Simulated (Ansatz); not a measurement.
System: Al, space group Fd-3m (No. 227) (one of a set of cubic test structures, which need not be the stable phase).

Computed with Ansatz 0.2.0 development build: equation of state of a cubic crystal from periodic Kohn-Sham density functional theory without spin, third-order Birch-Murnaghan fit to the free energies; pressure corrected for the finite basis. Level: PBE.

- structure type: diamond
- atoms in cell: 2
- space group number: 227
- lattice centring: face-centred primitive
- k mesh: 16×16×16
- occupation method: Fermi–Dirac
- occupation width: 0.06123 eV
- wave cutoff: 420 eV
- datasets: soft-1 PAW
- density tolerance: 1e−07 eV
- bands: 7
- density cutoff ratio: 4
- search for lower states: default

What does the calculation give for the energy above the lowest point and pressure against volume? The volume takes the values 25.95, 26.50, 27.06, 27.61, 28.16, 28.71, 29.26 Å³/atom.

A third-order Birch–Murnaghan fit gives V0 = 27.64 Å³/atom, B0 = 37.5 GPa and B′ = 4.2. The energy above the lowest point is 13.5 meV/atom at volume 25.95 Å³/atom and 10.1 meV/atom at 29.26 Å³/atom; the lowest computed point is at volume 27.61 Å³/atom (0.0 meV/atom). The pressure falls from 2.699 GPa at volume 25.95 Å³/atom to −1.899 GPa at 29.26 Å³/atom, and changes sign near 27.65 Å³/atom.

| volume (Å³/atom) | energy above the lowest point (meV/atom) | pressure (GPa) |
| --- | --- | --- |
| 25.95 | 13.5 | 2.699 |
| 26.50 | 5.9 | 1.724 |
| 27.06 | 1.5 | 0.840 |
| 27.61 | 0.0 | 0.050 |
| 28.16 | 1.1 | −0.670 |
| 28.71 | 4.5 | −1.317 |
| 29.26 | 10.1 | −1.899 |

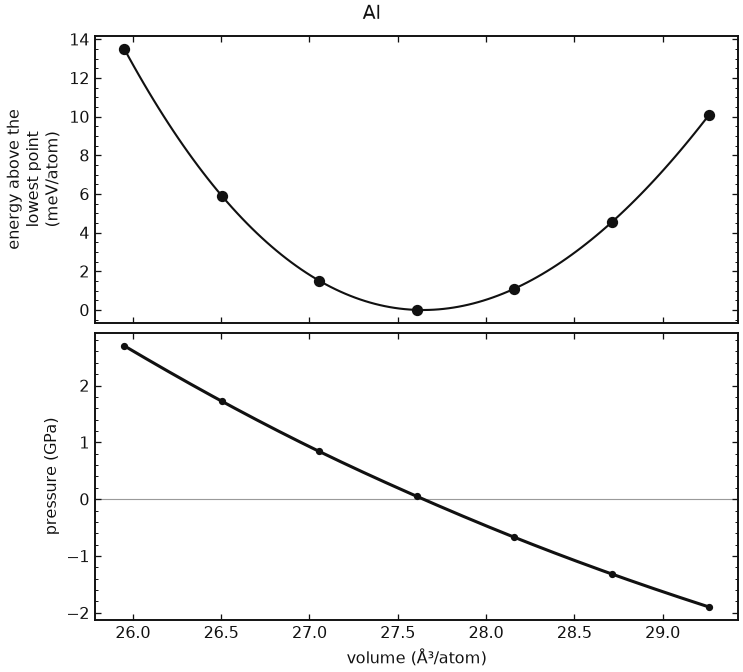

Caveats: cubic model structure, not the ambient form.
